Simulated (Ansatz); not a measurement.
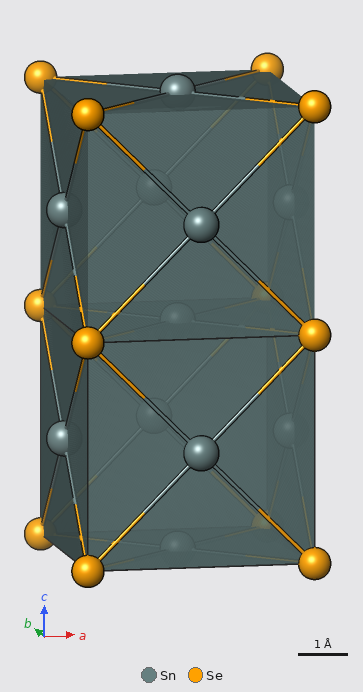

Reference structure: a symmetric starting cell of Sn3Se. The picture is a polyhedral view of the cell of the calculation, repeated 1 × 1 × 2 with one cell outlined, seen slightly off an axis.

All numbers below come from DFT PBEsol, scalar-relativistic, plane waves, PAW (Ansatz 0.2.0). (plane-wave cutoff 420 eV; k-point mesh 10 × 10 × 10; occupations gaussian; smearing width 0.1 eV; no spin polarisation)

Change: All lengths are scaled by +4.3 % (volume +13.5 %), the atoms keeping their fractional coordinates. No relaxation follows. The starting cell wasn't computed here and needn't be at equilibrium, so pressure and forces aren't due to the change alone.

What is the effect?

Answer. The pressure is −6.7 GPa (not all of it need come from the change, since the unchanged cell can be under pressure at this level too). All forces vanish by symmetry. Some distances before and after: Se–Sn 3.353 → 3.498 Å. The space group stays Pm-3m (No. 221).

Drawn alike, the variant:

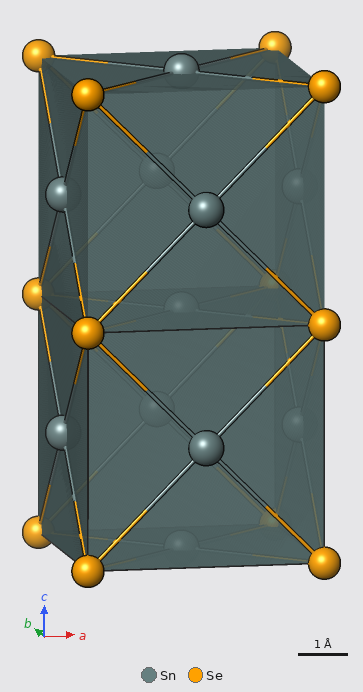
